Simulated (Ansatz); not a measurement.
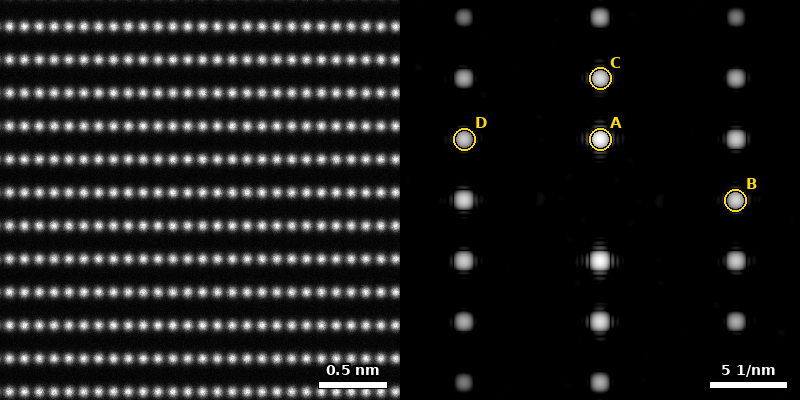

Dark-field STEM-like image of Ru (Pm-3m, No. 221) along [210]. The image is simulated as a sum over atoms of Z^1.7, blurred by a 0.61 Å probe (no channelling). The probe carries 15 % of its weight in a tail 2.5 times as wide. Shot noise was added. Model: the input geometry of a calculation; the starting structure was generated, so it need not be a known form of this composition.

The right panel is the modulus of the image's Fourier transform on a logarithmic scale.

a = 2.490 Å, b = 2.490 Å, c = 2.490 Å, α = 90.00°, β = 90.00°, γ = 90.00°

**Index the marked spots and give their plane spacings (the zone axis points at the viewer; indices equivalent by symmetry, or all signs reversed, are as good).**

A: (0 0 -1), d = 2.49 Å; B: (1 -2 0), d = 1.11 Å; C: (0 0 -2), d = 1.25 Å; D: (-1 2 -1), d = 1.02 Å. A and B enclose 90°, and every spot obeys the zone law hu + kv + lw = 0 for [210].
